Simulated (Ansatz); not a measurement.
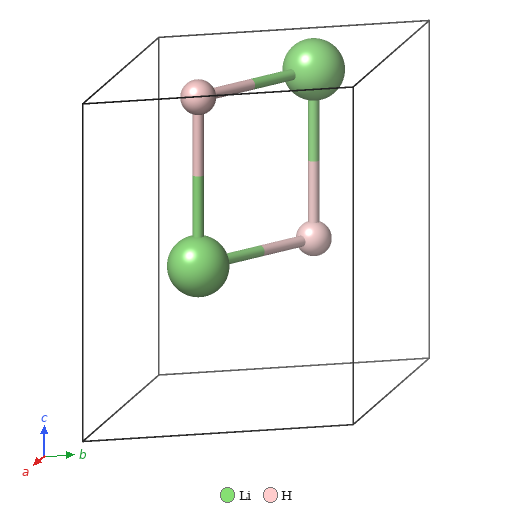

System: LiH, space group P6_3/mmc (No. 194) (cell built by us, not taken from a database). The picture shows the cell.

Input file:
```
crystal:
  lattice:
    - [3.2558279323, 0.0, 0.0]
    - [-1.6279139661, 2.8196296997, 0.0]
    - [0.0, 0.0, 4.0684430705]
  atoms:
    - { symbol: Li, position: [0.3333333333, 0.6666666667, -0.0625093483] }
    - { symbol: Li, position: [0.6666666667, 0.3333333333, 0.4374906517] }
    - { symbol: H, position: [0.3333333333, 0.6666666667, 0.4375093483] }
    - { symbol: H, position: [0.6666666667, 0.3333333333, 0.9375093483] }
kpoints:
  mp_grid: { grid: [9, 9, 6] }
hamiltonian:
  xc: r2scan
scf:
  occupations: { method: fixed }
dielectric: {}
```

Run as:
```bash
ansatz run input.yaml --threads 2 --pin off --max-ram 2211MiB --backend cpu --events-out ev --progress --plain --runs-dir out
```

How it was computed, with Ansatz 0.2.0: Born effective charges by linear response at the zone centre, in units of the proton charge, Cartesian axes of the given cell; DFT, r2SCAN, plane waves, PAW. Level: r2SCAN, no spin polarisation.

- periodic directions: 3
- potentials: PAW
- wave cutoff: 500 eV
- k mesh: 9×9×6

What does the calculation give for the mean Born effective charge of each atom? The cases: Li 1; Li 2; H 1; H 2.

All are equal in size, 0.87 e, and the charges add up to 0.00 e. Li 1, Li 2, H 1 and H 2 are equally anisotropic; for Li 1: its diagonal components run from 0.80 to 1.03 e. The Born charge xx, in e, is 0.796 for Li 1, 0.796 for Li 2, −0.796 for H 1 and −0.796 for H 2. The Born charge zz, in e, is 1.028 for Li 1, 1.028 for Li 2, −1.028 for H 1 and −1.028 for H 2.

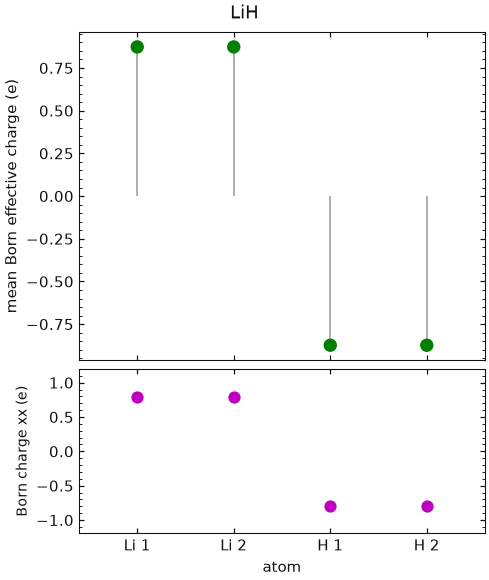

Limits of the calculation: structure snapped to symmetry.
